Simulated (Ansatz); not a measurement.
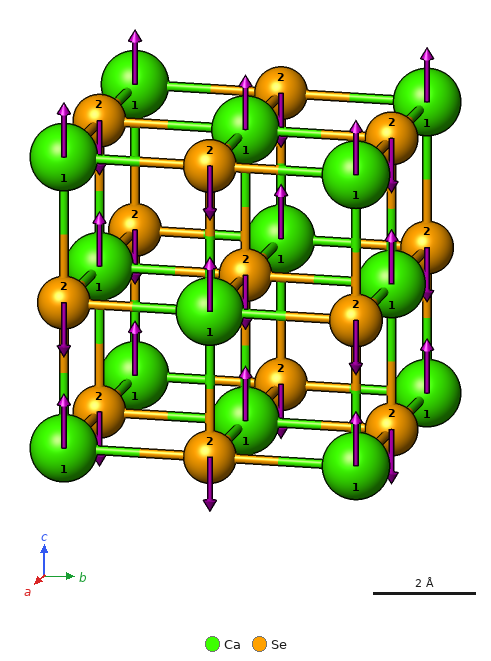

A symmetric starting cell of CaSe. The purple arrows show how the atoms are displaced, magnified 10 times. Style: ball-and-stick. Shown: the conventional cell (4 times the calculation's cell), slightly off an axis. Lengths and directions refer to the drawn axes.

All numbers below come from DFT PBEsol, scalar-relativistic, plane waves, PAW (Ansatz 0.2.0). Settings: plane-wave cutoff 420 eV; k-point mesh 8 × 8 × 8; occupations gaussian; smearing width 0.02 eV; no spin polarisation.

What was done to the structure, and with what result?

Answer. Atoms are displaced by 0.11 Å: Ca1 0.11 Å along +c, Se2 0.11 Å along −c. No relaxation follows. The starting cell wasn't computed here and needn't be at equilibrium, so pressure and forces aren't due to the change alone. Among the bonded contacts that change: Ca–Se 2.956 → 2.731 to 3.181 Å. The space group (tolerance 0.01 Å) goes from Fm-3m (No. 225) to I4mm (No. 107). The pressure is −0.2 GPa (not all of it need come from the change, since the unchanged cell can be under pressure at this level too). The principal stresses (compression positive) are 2.1 GPa along c and −1.3 GPa across it. The largest forces, 0.78 eV/Å, act on Ca1 and Se2; on Ca1 it points along −c. The forces point straight back along the displacements (cosine −1.00).
